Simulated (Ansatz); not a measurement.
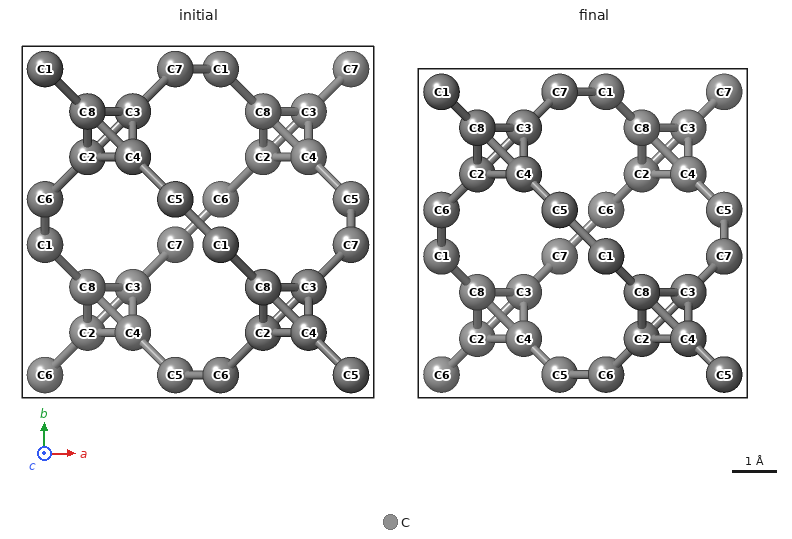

The structure of crystalline C (a generated structure, set up in Fd-3m) (coarse preliminary run) before (left) and after (right) a relaxation, at one scale.

A ball-and-stick model of the conventional cell (4 times the calculation's cell), seen along the c axis. Lengths and directions refer to the drawn axes.

All numbers below come from DFT PBE, scalar-relativistic, plane waves, PAW in Ansatz.

The input:
```yaml
crystal:
  lattice:
    - [0.0, 4.01430264, 4.01430264]
    - [4.01430264, 0.0, 4.01430264]
    - [4.01430264, 4.01430264, 0.0]
  atoms:
    - { symbol: C, position: [0.80625302, 0.06458233, 0.06458233] }
    - { symbol: C, position: [0.18541767, 0.18541767, 0.18541767] }
    - { symbol: C, position: [0.18541767, 0.18541767, 0.44374698] }
    - { symbol: C, position: [0.18541767, 0.44374698, 0.18541767] }
    - { symbol: C, position: [0.06458233, 0.80625302, 0.06458233] }
    - { symbol: C, position: [0.06458233, 0.06458233, 0.06458233] }
    - { symbol: C, position: [0.06458233, 0.06458233, 0.80625302] }
    - { symbol: C, position: [0.44374698, 0.18541767, 0.18541767] }
basis:
  ecutwfc: 420
kpoints:
  mp_grid: { grid: [4, 4, 4] }
hamiltonian:
  xc: pbe
scf:
  occupations: { method: gaussian, width: 0.1 }
  lower_state_search: "off"
output:
  forces: true
  stress: true
  eigenvalues: true
relax:
  adjacent_minimum: "off"
  f_tol: 0.04
  max_steps: 70
  cell: { stress_tol: 0.4 }
```

Run as
```bash
ansatz run input.yaml --threads 1 --pin off --max-ram 2048MiB --backend cpu --events-out ev --progress --plain --runs-dir out
```

**Describe what moved and what it gained.**

The largest moves relative to the cell, 0.077 Å, are those of 8 atoms (C1, C2, C3, C4 and others). C7 goes along [−1 −1 1]. Cell: a = b = c 8.029 → 7.519 Å (−6.3 %). Volume −17.9 %. Near-neighbour distances that change, for instance: C1–C8 1.680 → 1.419 Å, C1–C5 1.467 → 1.500 Å. The space group stays Fd-3m (No. 227). Over 4 accepted moves (5 points after the start) the energy falls by 3.343 eV per cell of the calculation. Largest force component: 3.5 eV/Å at the start, 0.0014 eV/Å at the end. Pressure: −10.20 GPa at the start and −0.34 GPa at the end. The SCF was repeated once at an unchanged geometry on a basis and grid sized afresh for the cell, which shifted the energy by 20.4 meV per cell of the calculation at most. The run took 12 s on 1 thread of Arm Neoverse V1, with other jobs on the host, peak memory 0.34 GiB.
